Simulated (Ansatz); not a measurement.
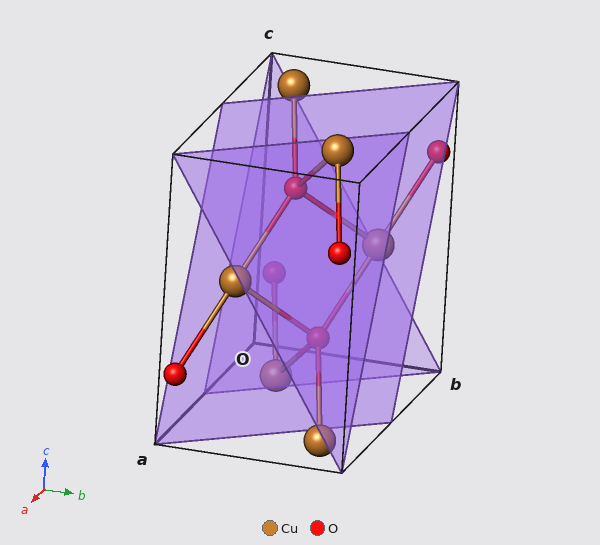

Crystal: CuO, the input geometry of an electronic-structure calculation (not necessarily at equilibrium). Every member of one family of equally spaced planes, hx + ky + lz = a whole number, that cuts the unit cell is shaded (one member passes through the origin O, touching the cell only at an edge or corner). Symmetry computed with spglib at a tolerance of 0.002 Å; standard conventional cell.

a = 4.653 Å, b = 3.410 Å, c = 5.108 Å, α = 90.00°, β = 99.48°, γ = 90.00°.

### Index the planes.

(2 1 1); the opposite sign names the same planes. The member next to the origin meets the axes a at 1/2, b at 1, c at 1.

### What is the spacing?

d = 1.706 Å.

### Which atoms of the cell lie in these planes (within 0.03 Å)?

No atom.
